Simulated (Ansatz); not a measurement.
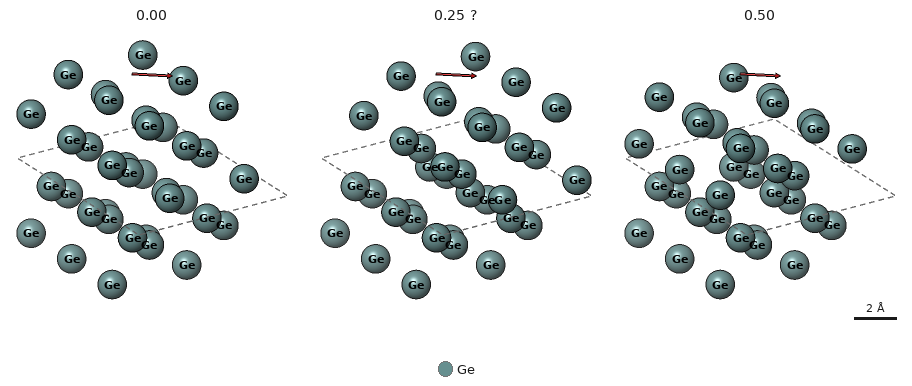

Energy scan for crystalline Ge (I4_1/amd), in which the crystal above a cut along the (−1 1 0) plane of the conventional cell (between a plane of Ge below and one of Ge above, 1.81 Å apart) is slid rigidly by fractions of an in-plane lattice vector 5.54 Å long (a generalised stacking fault). One cut stands in each cell, which starts 14.5 Å high; nothing is relaxed, and the dashed outline marks the cut, the arrow on top the direction of slip. A spheres-only model of the layers on both sides of the cut, seen obliquely from above.

Method: Ansatz 0.2.0, DFT PBEsol, scalar-relativistic, plane waves, PAW. Settings: plane-wave cutoff 420 eV; k-point mesh 22 × 16 × 4; occupations gaussian; smearing width 0.15 eV; no spin polarisation. Energies (free energies at the smearing named) are counted from the relaxed crystal.

| slip (fraction of the lattice vector) | γ (mJ/m²) |
| --- | --- |
| 0.0000 | 0 |
| 0.0833 | 339 |
| 0.1667 | 1261 |
| 0.2500 | ? |
| 0.3333 | 2622 |
| 0.5000 | 1713 |

> Estimate the missing energy from the other rows, and compare with the calculation.

A straight line between the two neighbours gives 1942 mJ/m². A cubic through the four nearest rows (0.0833, 0.1667, 0.3333, 0.5000) gives, with Lagrange weights, (−0.1997)(339) + (0.7496)(1261) + (0.5000)(2622) + (−0.0500)(1713) = 2103 mJ/m². The calculation gives 2298 mJ/m², so the cubic is 195 mJ/m² too low and the straight line 356 mJ/m² too low, as the curve bends downwards here.

The whole profile:

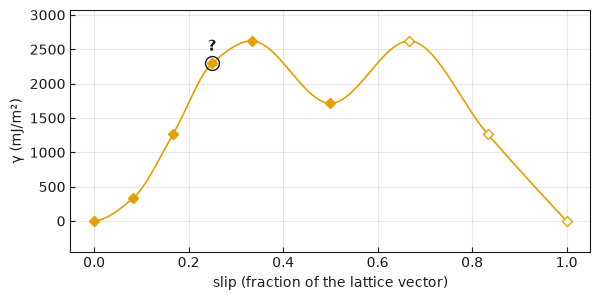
